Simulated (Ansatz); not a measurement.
Input

```
crystal:
  lattice:
    - [0.0, 3.020587951, 3.020587951]
    - [3.020587951, 0.0, 3.020587951]
    - [3.020587951, 3.020587951, 0.0]
  atoms:
    - { symbol: Mn, position: [0.75, 0.75, 0.75], spin: -1.2 }
    - { symbol: Mn, position: [0.25, 0.25, 0.25], spin: -1.2 }
    - { symbol: Mn, position: [0.5, 0.5, 0.5], spin: 3.4 }
    - { symbol: Sn, position: [0.0, 0.0, 0.0] }
basis:
  ecutwfc: 420
kpoints:
  mp_grid: { grid: [14, 14, 14] }
hamiltonian:
  xc: pbe
scf:
  occupations: { method: gaussian, width: 0.1 }
output:
  forces: true
  stress: true
  eigenvalues: true
  populations: true
  write_density: true
  write_potential: true
  elf: true
  volumetric_format: npy
magnetization:
  spin_polarized: true
relax:
  adjacent_minimum: "off"
  f_tol: 0.01
  max_steps: 80
  cell: { stress_tol: 0.05 }
```

Launched as:

```sh
ansatz run input.yaml --threads 1 --pin off --max-ram 2560MiB --backend cpu --events-out ev --progress --plain --runs-dir out
```

Below, planes, directions and counts refer to the conventional cell (a = 6.04 Å, b = 6.04 Å, c = 6.04 Å, α = 90.00°, β = 90.00°, γ = 90.00°).

The fields are those of the run's last geometry, not of the input's.

Space group Fm-3m; a structure generated by program, which may or may not match a known phase; spin-polarised.

Method: DFT PBE, scalar-relativistic, plane waves, PAW (Ansatz).

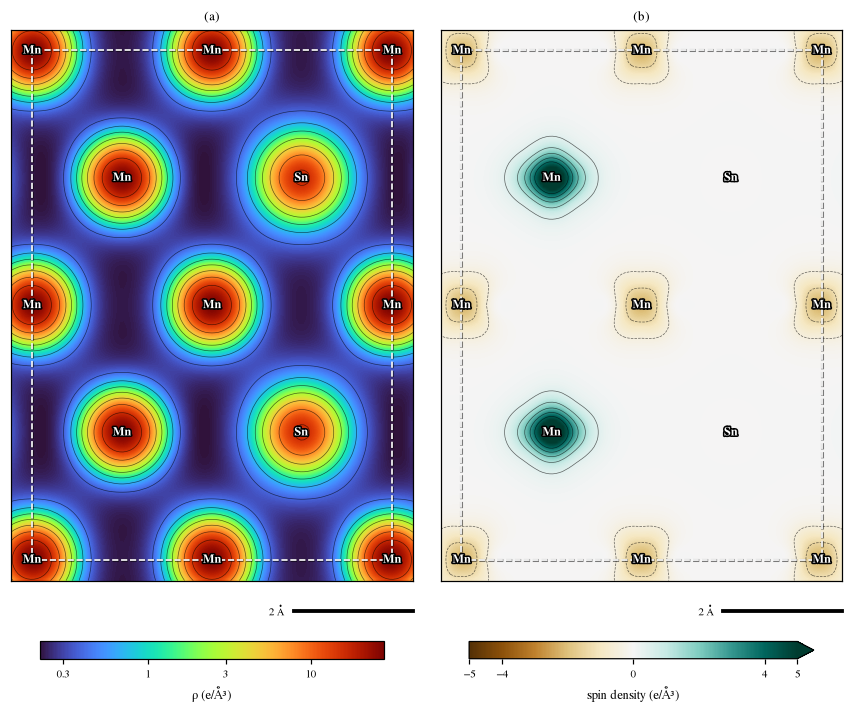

Mn3Sn. (a) valence pseudo-density; (b) spin density on the (011) plane of the conventional cell.

The density is the valence pseudo-density of a PAW calculation; it isn't the true density close to the nuclei.

> What do the fields say about this system?

The plane passes through Mn and Sn nuclei. Mn–Mn (2.61 Å): ρ at the midpoint is about 0.3 e/Å³. Mn–Sn (2.61 Å): the density is about 0.33 e/Å³ at the midpoint. Between the atoms the lowest density in this plane is 0.21 e/Å³. The spin density sits on Mn: +3.1 μB (×4) and −1.1 μB (×8) in one cell of 16 atoms: ferrimagnetic (opposed moments on unlike sites) in this solution. The cell of the calculation (4 atoms) carries 1.0 μB of net spin moment.

> Does the calculation give a band gap?

It is gapless in this calculation (a metal or semimetal).
